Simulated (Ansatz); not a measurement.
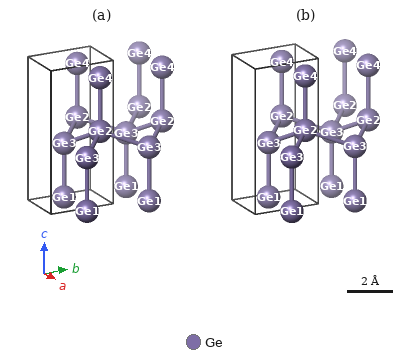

The structure of crystalline Ge (set up in P6_3/mmc) before (left) and after (right) a relaxation, at one scale.

Style: ball-and-stick. Shown: the cell of the calculation, repeated 2 × 2 × 1 with one cell outlined, slightly off an axis.

These are results of Ansatz, DFT PBE, scalar-relativistic, plane waves, PAW, not measurements.

Input file:
```yaml
crystal:
  lattice:
    - [3.9975858431, 0.0, 0.0]
    - [-1.9987929216, 3.462010894, 0.0]
    - [0.0, 0.0, 6.59937795]
  atoms:
    - { symbol: Ge, position: [0.66666667, 0.33333333, 0.06290125] }
    - { symbol: Ge, position: [0.33333333, 0.66666667, 0.56290125] }
    - { symbol: Ge, position: [0.66666667, 0.33333333, 0.43709875] }
    - { symbol: Ge, position: [0.33333333, 0.66666667, 0.93709875] }
basis:
  ecutwfc: 420
kpoints:
  mp_grid: { grid: [12, 12, 6] }
hamiltonian:
  xc: pbe
scf:
  occupations: { method: gaussian, width: 0.01 }
output:
  forces: true
  stress: true
  eigenvalues: true
relax:
  adjacent_minimum: "off"
  f_tol: 0.005
  max_steps: 80
  cell: { stress_tol: 0.05 }
```

Command:
```bash
ansatz run input.yaml --threads 1 --pin off --max-ram 2560MiB --backend cpu --events-out ev --progress --plain --runs-dir out
```

**What changed between the two?**

The atoms keep their places relative to the cell (all moves are under 0.005 Å). The drawn cell changes as follows: a = b 3.998 → 4.058 Å (+1.5 %), c 6.599 → 6.693 Å (+1.4 %); the volume changes by +4.5 %. Some distances before and after: Ge1–Ge4 2.453 → 2.489 Å, Ge1–Ge3 2.469 → 2.506 Å. The space group stays P6_3/mmc (No. 194). Over 4 accepted moves (5 points after the start) the energy falls by 35.9 meV per cell of the calculation. The largest force component goes from 0.0087 to under 0.0001 eV/Å. Pressure: 2.90 GPa at the start and 0.00 GPa at the end. At 1 point the geometry stayed and the basis and grid were re-selected for the new cell (energy shift of 0.7 meV per cell of the calculation at most each time). Cost: 32 s on 1 thread of Intel(R) Xeon(R) 6975P-C (Granite Rapids) (shared host), peak memory 0.49 GiB.
